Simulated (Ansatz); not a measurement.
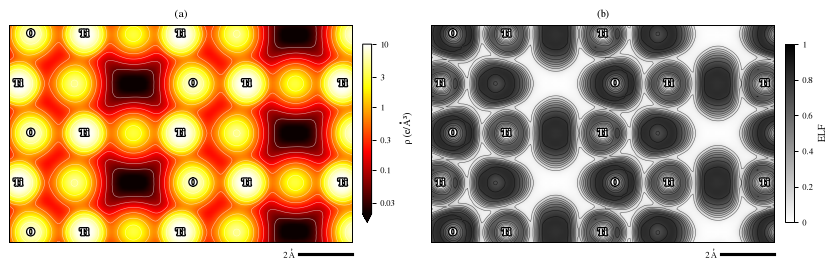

*TiO₂. (a) valence pseudo-density; (b) ELF on the (001) plane of the conventional cell.*

Space group C2/m; a structure from a database of computed crystals, not necessarily the ambient phase; computed pressure about −3 GPa in this cell.

The calculation used Ansatz 0.2.0, Kohn-Sham DFT of a periodic cell, r2SCAN with D4, Ansatz PAW.

Core electrons are frozen (PAW), and the valence fields are smoothed inside the atomic spheres.

> What does the map show?

- The plane passes through Ti and O nuclei.
- Atoms just off the plane (O, 0.4 Å away) can leave unmarked features too.
- Ti–O (1.93 Å): ρ is about 0.75 e/Å³ halfway; the ELF peaks at about 0.80 in the valence shell of O, 0.6 Å from its nucleus, and is about 0.20 at the midpoint: no localised pair shows between them.
- Ti–O (2.02 Å): ρ is about 0.61 e/Å³ halfway; the ELF peaks at about 0.85 in the valence shell of O, 0.6 Å from its nucleus, and is about 0.20 at the midpoint (no shared electron pair shows on this line).
- Between the atoms the lowest density in this plane is 0.01 e/Å³.
- The features right at Ti lie inside the PAW spheres, where the map follows smoothed inner orbitals and isn't to be read closely.
